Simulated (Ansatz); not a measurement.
# PtSe2: geometry relaxation (part 1 of 2)

System: PtSe2 (P1, 6 atoms in the cell).
Method: DFT, PBEsol, plane waves, PAW (Ansatz 0.2.0).

The structure was built on a prototype by a generator. The run did not end well.

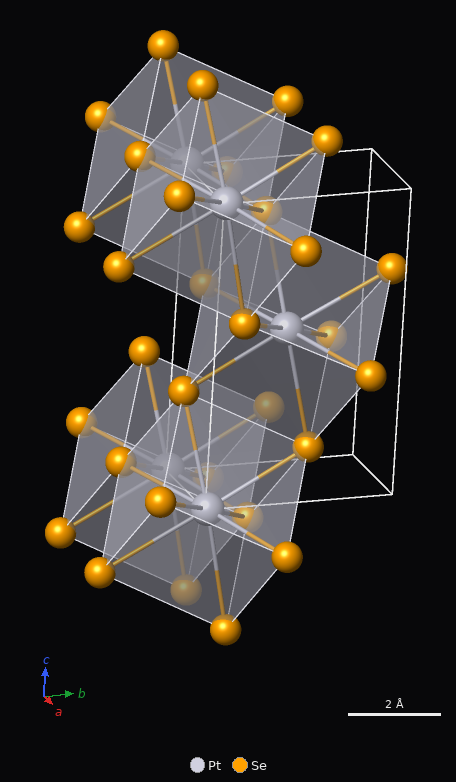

Fig. 1: The starting structure (polyhedral view of the reduced cell, seen slightly off an axis; polyhedra are completed across the faces of the cell). An atom can appear more than once, as a periodic image.

**What the run reported**

| quantity | value |
| --- | --- |
| outcome | stopped at the time limit |
| space group (tolerance 0.01 Å) | P1 (1) → C2/m (12) |
| final cell | a = 3.706 Å, b = 7.407 Å, c = 6.128 Å, α = 72.20°, β = 72.41°, γ = 59.98° |
| hardware | 2 threads of Arm Neoverse V1, 24 GiB of memory available, shared host |
| wall time | 25 min (CPU time 49 min) |
| peak memory | 0.99 GiB |

The run was cut off by its time limit, so the output is incomplete.

**The input**
```yaml
crystal:
  lattice:
    - [0.0061298944, 3.0937078345, 3.0863954804]
    - [6.1337849642, -0.0160228326, 6.2010735822]
    - [3.0632668774, 3.1042235405, -0.0043858116]
  atoms:
    - { symbol: Pt, position: [-0.0125219545, 0.0034553955, 0.0204758109] }
    - { symbol: Se, position: [0.2528487706, 0.1256267184, 0.2394401856] }
    - { symbol: Se, position: [0.7354235891, 0.3789319944, 0.7572164616] }
    - { symbol: Pt, position: [0.0003082413, 0.5027384804, -0.0105354239] }
    - { symbol: Se, position: [0.251149418, 0.6190515212, 0.2504949346] }
    - { symbol: Se, position: [0.7555422155, 0.8744805407, 0.7428225311] }
kpoints:
  mp_grid: { grid: [6, 6, 6] }
hamiltonian:
  xc: pbesol
scf:
  occupations: { method: fermi_dirac, width: 0.05 }
relax:
  f_tol: 0.01
  cell: {}
  max_steps: 120
output:
  write_density: true
  write_potential: true
  elf: true
  volumetric_format: npy
```

Launch command:
```bash
ansatz run input.yaml --threads 2 --pin off --max-ram 2211MiB --backend cpu --events-out ev --progress --plain --runs-dir out
```

**Log**
```
Engine: ansatz 0.2.0, aarch64-unknown-linux-gnu
Pseudopotentials: kind: paw
Pseudopotential: Pt, paw, valence charge 18, recommended cutoff 420 eV (normal), Pt.paw.azcp
Pseudopotential: Se, paw, valence charge 16, recommended cutoff 420 eV (normal), Se.paw.azcp
Functional definition: PBEsol
  exchange = pbesol_x
  correlation = pbesol_c
Crystal: 6 atoms, lattice volume = 117.650 Å³
Basis set: ecut = 420 eV, 2315 PW (Γ), exchange–correlation on 60×120×60 points (8 copies of the dense FFT grid, shifted against one another)
Bands: 60, of which v1, the nominal top of the filled ones, is band 50 counted from 1 (49 counted from 0)
Symmetry: 1 space group operations
Space group: P1 (ITA 1), of the structure as read, at distance tolerance 4.9e-5 Å
k-points: 112 of 216 (time reversal used)
Non-local potential: Pt, projectors of the file, l = 0: 3, l = 1: 2, l = 2: 2, l = 3: 1
Non-local potential: Se, projectors of the file, l = 0: 2, l = 1: 2, l = 2: 3, l = 3: 1
PAW form: soft (Blöchl's): semilocal exchange-correlation on the pseudo side does not see the compensation charge
PAW frozen core: Pt, regenerated for the run's functional, and the local potential with it (the file was generated under x = pbe(κ = 0.804, μ = 0.2195149727645171), c = pbe(β = 0.06672455060314922))
PAW frozen core: Se, regenerated for the run's functional, and the local potential with it (the file was generated under x = pbe(κ = 0.804, μ = 0.2195149727645171), c = pbe(β = 0.06672455060314922))
PAW one-centre angular grid: Pt, 590 points (default); XC on 64 Gauss nodes
PAW one-centre angular grid: Se, 590 points (default); XC on 64 Gauss nodes
Initial density: superposition of atomic densities (neutral atoms: chi_scale 0, normalization atom), corrected by the library's trained network
Initial wavefunctions: pseudopotential atomic-orbital guess
Functional: x = pbesol(κ = 0.804, μ = 0.12345679012345678), c = pbesol(β = 0.046)
SCF iter   1: F=—  HF=-46464.162537 eV  |F-HF|=—  |Δ(HF+E_count)|=         —  Δρ=7.68e-3  dr2=7.31e-2  ethr=1.77e-3  ⟨swp⟩=6.9  Hψ=24007  notcnv=0  defer=27
preconditioner: auto → LDOS  [metal: Δε(μ)=0.006 eV  Ē_g=9.510 eV  σ=0.050 eV  W_gap=0.03  n_scr=34 (ndim 8)  ℏωp=22.7 eV  f_vac=0.064  D(μ)=6.08/eV (n_scr^D=60)  β→1.0]
SCF iter   2: F=—  HF=-46464.148956 eV  |F-HF|=—  |Δ(HF+E_count)|=   1.36e-2  Δρ=2.47e-3  dr2=7.22e-3  ethr=7.31e-5  ⟨swp⟩=3.0  Hψ=14263  notcnv=0  defer=185
SCF iter   3: F=—  HF=-46464.146213 eV  |F-HF|=—  |Δ(HF+E_count)|=   2.74e-3  Δρ=9.62e-4  dr2=1.75e-3  ethr=7.22e-6  ⟨swp⟩=2.0  Hψ=13070  notcnv=0  defer=185
SCF iter   4: F=—  HF=-46464.145605 eV  |F-HF|=—  |Δ(HF+E_count)|=   6.08e-4  Δρ=6.23e-4  dr2=6.03e-4  ethr=1.75e-6  ⟨swp⟩=2.0  Hψ=11153  notcnv=0  defer=185
SCF iter   5: F=—  HF=-46464.145484 eV  |F-HF|=—  |Δ(HF+E_count)|=   1.21e-4  Δρ=1.41e-4  dr2=3.63e-5  ethr=6.03e-7  ⟨swp⟩=2.0  Hψ=7756  notcnv=0  defer=185
SCF iter   6: F=—  HF=-46464.145479 eV  |F-HF|=—  |Δ(HF+E_count)|=   4.42e-6  Δρ=4.15e-5  dr2=3.59e-6  ethr=3.63e-8  ⟨swp⟩=2.0  Hψ=8478  notcnv=0  defer=185
SCF iter   7: F=—  HF=-46464.145479 eV  |F-HF|=—  |Δ(HF+E_count)|=   6.50e-7  Δρ=1.71e-5  dr2=5.04e-7  ethr=3.59e-9  ⟨swp⟩=2.0  Hψ=8578  notcnv=0  defer=185
SCF iter   8: F=-46464.145479 eV  HF=-46464.145479 eV  |F-HF|=1.30e-8  |Δ(HF+E_count)|=   4.30e-8  Δρ=4.08e-6  dr2=2.85e-8  ethr=1.00e-10  ⟨swp⟩=8.0  Hψ=40181  notcnv=0
SCF 1 converged in 8 iterations: F = -46464.145479 eV  dr2 = 2.85e-8
  greatest PAW one-centre occupation: 1.000 electrons in one spin orbital (limit 2), on the Se atom at site 2 (counted from 0), in its partial waves of l = 2
relax step   1: F+E_penalty+E_count = -46464.14547868 eV  Δ(F+E_penalty+E_count) = +0.000e0 eV  max|allowed force component| = 1.427e-1 eV/Å  Δτ_max = 0.0000 Å  P = +1.889 GPa  Ω = 117.650 Å³  (8 SCF iters, dr2 threshold 1.00e-7 eV, accepted)
Crystal: 6 atoms, lattice volume = 121.455 Å³
Basis set: ecut = 420 eV, 2407 PW (Γ), exchange–correlation on 60×120×60 points (8 copies of the dense FFT grid, shifted against one another)
Initial density: handed on by an earlier stage of this run
Initial wavefunctions: those handed on with the density
iter 1 solved again at ethr=7.78e-5 eV; its pass at ethr=3.10e-3 eV (dr2=7.78e-2 eV) is discarded
SCF iter   1: F=—  HF=-46464.162449 eV  |F-HF|=—  |Δ(HF+E_count)|=         —  Δρ=5.27e-3  dr2=7.85e-2  ethr=7.78e-5  ⟨swp⟩=2.1  Hψ=28632  notcnv=0
preconditioner: auto → LDOS  [metal: Δε(μ)=0.025 eV  Ē_g=9.330 eV  σ=0.050 eV  W_gap=0.12  n_scr=36 (ndim 8)  ℏωp=22.3 eV  f_vac=0.063  D(μ)=6.42/eV (n_scr^D=60)  β→1.0]
SCF iter   2: F=—  HF=-46464.155870 eV  |F-HF|=—  |Δ(HF+E_count)|=   6.58e-3  Δρ=2.01e-3  dr2=4.90e-3  ethr=7.78e-5  ⟨swp⟩=2.3  Hψ=7960  notcnv=0  defer=1
SCF iter   3: F=—  HF=-46464.155222 eV  |F-HF|=—  |Δ(HF+E_count)|=   6.48e-4  Δρ=9.35e-4  dr2=2.83e-3  ethr=4.90e-6  ⟨swp⟩=2.0  Hψ=12347  notcnv=0  defer=1
SCF iter   4: F=—  HF=-46464.154679 eV  |F-HF|=—  |Δ(HF+E_count)|=   5.43e-4  Δρ=2.45e-4  dr2=1.12e-4  ethr=2.83e-6  ⟨swp⟩=2.0  Hψ=8764  notcnv=0  defer=1
SCF iter   5: F=—  HF=-46464.154659 eV  |F-HF|=—  |Δ(HF+E_count)|=   2.05e-5  Δρ=7.07e-5  dr2=7.51e-6  ethr=1.12e-7  ⟨swp⟩=2.0  Hψ=8695  notcnv=0  defer=1
SCF iter   6: F=—  HF=-46464.154658 eV  |F-HF|=—  |Δ(HF+E_count)|=   8.66e-7  Δρ=2.82e-5  dr2=1.49e-6  ethr=7.51e-9  ⟨swp⟩=2.0  Hψ=11430  notcnv=0  defer=1
SCF iter   7: F=-46464.154658 eV  HF=-46464.154658 eV  |F-HF|=2.62e-7  |Δ(HF+E_count)|=   1.88e-7  Δρ=1.07e-5  dr2=2.98e-7  ethr=6.00e-10  ⟨swp⟩=8.0  Hψ=52689  notcnv=0
SCF 2 converged in 7 iterations: F = -46464.154658 eV  dr2 = 2.98e-7
  greatest PAW one-centre occupation: 1.000 electrons in one spin orbital (limit 2), on the Se atom at site 5 (counted from 0), in its partial waves of l = 2
relax step   2: F+E_penalty+E_count = -46464.15465758 eV  Δ(F+E_penalty+E_count) = -9.179e-3 eV  max|allowed force component| = 9.982e-2 eV/Å  Δτ_max = 0.0504 Å  P = -2.006 GPa  Ω = 121.455 Å³  energy of the carried Pulay correction = -6.917e-4 eV  (7 SCF iters, dr2 threshold 6.00e-7 eV, accepted)
[... from here on the SCF iterations and repeated set-up lines of each step are left out, up to the last step ...]
SCF 3 converged in 7 iterations: F = -46464.195184 eV  dr2 = 4.71e-7
relax step   3: F+E_penalty+E_count = -46464.19518432 eV  Δ(F+E_penalty+E_count) = -4.053e-2 eV  max|allowed force component| = 1.394e-1 eV/Å  Δτ_max = 0.0516 Å  P = -0.742 GPa  Ω = 120.326 Å³  energy of the carried Pulay correction = -4.886e-4 eV  (7 SCF iters, dr2 threshold 6.00e-7 eV, accepted)
SCF 4 converged in 6 iterations: F = -46464.226956 eV  dr2 = 2.84e-7
relax step   4: F+E_penalty+E_count = -46464.22695559 eV  Δ(F+E_penalty+E_count) = -3.177e-2 eV  max|allowed force component| = 1.460e-1 eV/Å  Δτ_max = 0.0231 Å  P = -0.536 GPa  Ω = 120.232 Å³  energy of the carried Pulay correction = -4.718e-4 eV  (6 SCF iters, dr2 threshold 6.00e-7 eV, accepted)
SCF 5 converged in 6 iterations: F = -46464.283407 eV  dr2 = 8.86e-8
relax step   5: F+E_penalty+E_count = -46464.28340728 eV  Δ(F+E_penalty+E_count) = -5.645e-2 eV  max|allowed force component| = 1.920e-1 eV/Å  Δτ_max = 0.0414 Å  P = -0.693 GPa  Ω = 120.594 Å³  energy of the carried Pulay correction = -5.371e-4 eV  (6 SCF iters, dr2 threshold 6.00e-7 eV, accepted)
SCF 6 converged in 6 iterations: F = -46464.485029 eV  dr2 = 4.26e-7
relax step   6: F+E_penalty+E_count = -46464.48502945 eV  Δ(F+E_penalty+E_count) = -2.016e-1 eV  max|allowed force component| = 2.216e-1 eV/Å  Δτ_max = 0.1246 Å  P = +0.254 GPa  Ω = 121.064 Å³  energy of the carried Pulay correction = -6.215e-4 eV  (6 SCF iters, dr2 threshold 6.00e-7 eV, accepted)
SCF 7 converged in 7 iterations: F = -46464.580677 eV  dr2 = 5.71e-8
relax step   7: F+E_penalty+E_count = -46464.58067675 eV  Δ(F+E_penalty+E_count) = -9.565e-2 eV  max|allowed force component| = 4.299e-1 eV/Å  Δτ_max = 0.0720 Å  P = +1.647 GPa  Ω = 120.610 Å³  energy of the carried Pulay correction = -5.399e-4 eV  (7 SCF iters, dr2 threshold 6.00e-7 eV, accepted)
SCF 8 converged in 6 iterations: F = -46464.814601 eV  dr2 = 2.91e-7
relax step   8: F+E_penalty+E_count = -46464.81460077 eV  Δ(F+E_penalty+E_count) = -2.339e-1 eV  max|allowed force component| = 6.740e-1 eV/Å  Δτ_max = 0.0962 Å  P = +0.910 GPa  Ω = 121.181 Å³  energy of the carried Pulay correction = -6.425e-4 eV  (6 SCF iters, dr2 threshold 6.00e-7 eV, accepted)
SCF 9 converged in 6 iterations: F = -46465.044505 eV  dr2 = 5.60e-7
relax step   9: F+E_penalty+E_count = -46465.04450479 eV  Δ(F+E_penalty+E_count) = -2.299e-1 eV  max|allowed force component| = 7.440e-1 eV/Å  Δτ_max = 0.1074 Å  P = +0.653 GPa  Ω = 120.072 Å³  energy of the carried Pulay correction = -4.427e-4 eV  (6 SCF iters, dr2 threshold 6.00e-7 eV, accepted)
SCF 10 converged in 7 iterations: F = -46465.259536 eV  dr2 = 1.36e-7
relax step  10: F+E_penalty+E_count = -46465.25953620 eV  Δ(F+E_penalty+E_count) = -2.150e-1 eV  max|allowed force component| = 1.076e0 eV/Å  Δτ_max = 0.1626 Å  P = +1.648 GPa  Ω = 118.808 Å³  energy of the carried Pulay correction = -2.128e-4 eV  (7 SCF iters, dr2 threshold 6.00e-7 eV, accepted)
SCF 11 converged in 7 iterations: F = -46465.567489 eV  dr2 = 2.00e-7
relax step  11: F+E_penalty+E_count = -46465.56748948 eV  Δ(F+E_penalty+E_count) = -3.080e-1 eV  max|allowed force component| = 2.585e-1 eV/Å  Δτ_max = 0.2000 Å  P = -1.120 GPa  Ω = 120.123 Å³  energy of the carried Pulay correction = -4.520e-4 eV  (7 SCF iters, dr2 threshold 6.00e-7 eV, accepted)
SCF 12 converged in 7 iterations: F = -46465.593365 eV  dr2 = 1.22e-7
relax step  12: F+E_penalty+E_count = -46465.59336528 eV  Δ(F+E_penalty+E_count) = -2.588e-2 eV  max|allowed force component| = 1.746e-1 eV/Å  Δτ_max = 0.1544 Å  P = +2.141 GPa  Ω = 116.914 Å³  energy of the carried Pulay correction = +1.365e-4 eV  (7 SCF iters, dr2 threshold 6.00e-7 eV, accepted)
SCF 13 converged in 5 iterations: F = -46465.625562 eV  dr2 = 2.35e-7
relax step  13: F+E_penalty+E_count = -46465.62556242 eV  Δ(F+E_penalty+E_count) = -3.220e-2 eV  max|allowed force component| = 4.140e-2 eV/Å  Δτ_max = 0.0284 Å  P = +0.198 GPa  Ω = 118.644 Å³  energy of the carried Pulay correction = -1.827e-4 eV  (5 SCF iters, dr2 threshold 6.00e-7 eV, accepted)
SCF 14 converged in 5 iterations: F = -46465.625708 eV  dr2 = 1.30e-7
relax step  14: F+E_penalty+E_count = -46465.62570782 eV  Δ(F+E_penalty+E_count) = -1.454e-4 eV  max|allowed force component| = 3.267e-2 eV/Å  Δτ_max = 0.0099 Å  P = -0.280 GPa  Ω = 119.438 Å³  energy of the carried Pulay correction = -3.277e-4 eV  (5 SCF iters, dr2 threshold 6.00e-7 eV, accepted)
SCF 15 converged in 5 iterations: F = -46465.626923 eV  dr2 = 1.08e-7
relax step  15: F+E_penalty+E_count = -46465.62692334 eV  Δ(F+E_penalty+E_count) = -1.216e-3 eV  max|allowed force component| = 7.400e-3 eV/Å  Δτ_max = 0.0075 Å  P = -0.051 GPa  Ω = 118.966 Å³  energy of the carried Pulay correction = -2.417e-4 eV  (5 SCF iters, dr2 threshold 5.03e-7 eV, accepted)
SCF 16 converged in 4 iterations: F = -46465.626942 eV  dr2 = 1.43e-8
relax step  16: F+E_penalty+E_count = -46465.62694177 eV  Δ(F+E_penalty+E_count) = -1.843e-5 eV  max|allowed force component| = 2.050e-3 eV/Å  Δτ_max = 0.0019 Å  P = +0.059 GPa  Ω = 118.924 Å³  energy of the carried Pulay correction = -2.340e-4 eV  (4 SCF iters, dr2 threshold 2.86e-8 eV, accepted)
SCF 17 converged in 4 iterations: F = -46465.626955 eV  dr2 = 2.44e-9
relax step  17: F+E_penalty+E_count = -46465.62695452 eV  Δ(F+E_penalty+E_count) = -1.275e-5 eV  max|allowed force component| = 5.308e-4 eV/Å  Δτ_max = 0.0003 Å  P = -0.002 GPa  Ω = 118.955 Å³  energy of the carried Pulay correction = -2.396e-4 eV  (4 SCF iters, dr2 threshold 3.89e-8 eV, accepted)
SCF 18 converged in 9 iterations: F = -46466.094181 eV  dr2 = 4.04e-11
relax step  18: F+E_penalty+E_count = -46466.09418064 eV  Δ(F+E_penalty+E_count) = -4.672e-1 eV  max|allowed force component| = 9.890e-3 eV/Å  Δτ_max = 0.0000 Å  P = +4.511 GPa  Ω = 118.955 Å³  stress off target by 1.25e1 GPa  SCF on the basis re-selected at this cell (its energy is not comparable with the rows above)  (9 SCF iters)
SCF 19 converged in 5 iterations: F = -46466.384322 eV  dr2 = 1.21e-7
relax step  19: F+E_penalty+E_count = -46466.38432169 eV  Δ(F+E_penalty+E_count) = -2.901e-1 eV  max|allowed force component| = 2.520e-2 eV/Å  Δτ_max = 0.0073 Å  P = +3.126 GPa  Ω = 120.891 Å³  energy of the carried Pulay correction = -3.248e-4 eV  (5 SCF iters, dr2 threshold 6.00e-7 eV, accepted)
SCF 20 converged in 5 iterations: F = -46466.576554 eV  dr2 = 1.16e-7
relax step  20: F+E_penalty+E_count = -46466.57655399 eV  Δ(F+E_penalty+E_count) = -1.922e-1 eV  max|allowed force component| = 4.013e-2 eV/Å  Δτ_max = 0.0109 Å  P = +1.945 GPa  Ω = 123.251 Å³  energy of the carried Pulay correction = -7.319e-4 eV  (5 SCF iters, dr2 threshold 6.00e-7 eV, accepted)
SCF 21 converged in 6 iterations: F = -46466.688387 eV  dr2 = 9.44e-8
relax step  21: F+E_penalty+E_count = -46466.68838680 eV  Δ(F+E_penalty+E_count) = -1.118e-1 eV  max|allowed force component| = 3.933e-2 eV/Å  Δτ_max = 0.0317 Å  P = +1.288 GPa  Ω = 126.660 Å³  energy of the carried Pulay correction = -1.347e-3 eV  (6 SCF iters, dr2 threshold 6.00e-7 eV, accepted)
SCF 22 converged in 6 iterations: F = -46466.738813 eV  dr2 = 3.94e-7
relax step  22: F+E_penalty+E_count = -46466.73881256 eV  Δ(F+E_penalty+E_count) = -5.043e-2 eV  max|allowed force component| = 9.547e-3 eV/Å  Δτ_max = 0.0171 Å  P = +0.375 GPa  Ω = 129.807 Å³  energy of the carried Pulay correction = -1.888e-3 eV  (6 SCF iters, dr2 threshold 6.00e-7 eV, accepted)
SCF 23 converged in 6 iterations: F = -46466.744947 eV  dr2 = 2.23e-7
relax step  23: F+E_penalty+E_count = -46466.74494744 eV  Δ(F+E_penalty+E_count) = -6.135e-3 eV  max|allowed force component| = 4.996e-3 eV/Å  Δτ_max = 0.0346 Å  P = -0.164 GPa  Ω = 132.362 Å³  energy of the carried Pulay correction = -2.335e-3 eV  (6 SCF iters, dr2 threshold 6.00e-7 eV, accepted)
SCF 24 converged in 6 iterations: F = -46466.745502 eV  dr2 = 3.16e-8
relax step  24: F+E_penalty+E_count = -46466.74550161 eV  Δ(F+E_penalty+E_count) = -5.542e-4 eV  max|allowed force component| = 2.380e-3 eV/Å  Δτ_max = 0.0040 Å  P = -0.011 GPa  Ω = 131.743 Å³  energy of the carried Pulay correction = -2.223e-3 eV  (6 SCF iters, dr2 threshold 9.44e-8 eV, accepted)
SCF 25 converged in 10 iterations: F = -46466.770928 eV  dr2 = 5.67e-13
relax step  25: F+E_penalty+E_count = -46466.77092794 eV  Δ(F+E_penalty+E_count) = -2.543e-2 eV  max|allowed force component| = 3.834e-3 eV/Å  Δτ_max = 0.0000 Å  P = +0.346 GPa  Ω = 131.743 Å³  stress off target by 9.40e-1 GPa  SCF on the basis re-selected at this cell (its energy is not comparable with the rows above)  (10 SCF iters)
SCF 26 converged in 6 iterations: F = -46466.780227 eV  dr2 = 3.29e-7
relax step  26: F+E_penalty+E_count = -46466.78022695 eV  Δ(F+E_penalty+E_count) = -9.299e-3 eV  max|allowed force component| = 5.300e-3 eV/Å  Δτ_max = 0.0123 Å  P = +0.250 GPa  Ω = 133.577 Å³  energy of the carried Pulay correction = -3.445e-4 eV  (6 SCF iters, dr2 threshold 6.00e-7 eV, accepted)
SCF 27 converged in 6 iterations: F = -46466.783753 eV  dr2 = 3.73e-7
relax step  27: F+E_penalty+E_count = -46466.78375263 eV  Δ(F+E_penalty+E_count) = -3.526e-3 eV  max|allowed force component| = 2.140e-2 eV/Å  Δτ_max = 0.0116 Å  P = -0.181 GPa  Ω = 135.910 Å³  energy of the carried Pulay correction = -8.343e-4 eV  (6 SCF iters, dr2 threshold 6.00e-7 eV, accepted)
SCF 28 converged in 6 iterations: F = -46466.783951 eV  dr2 = 5.14e-8
relax step  28: F+E_penalty+E_count = -46466.78395104 eV  Δ(F+E_penalty+E_count) = -1.984e-4 eV  max|allowed force component| = 1.116e-2 eV/Å  Δτ_max = 0.0056 Å  P = +0.106 GPa  Ω = 136.366 Å³  energy of the carried Pulay correction = -9.361e-4 eV  (6 SCF iters, dr2 threshold 1.15e-7 eV, accepted)
```
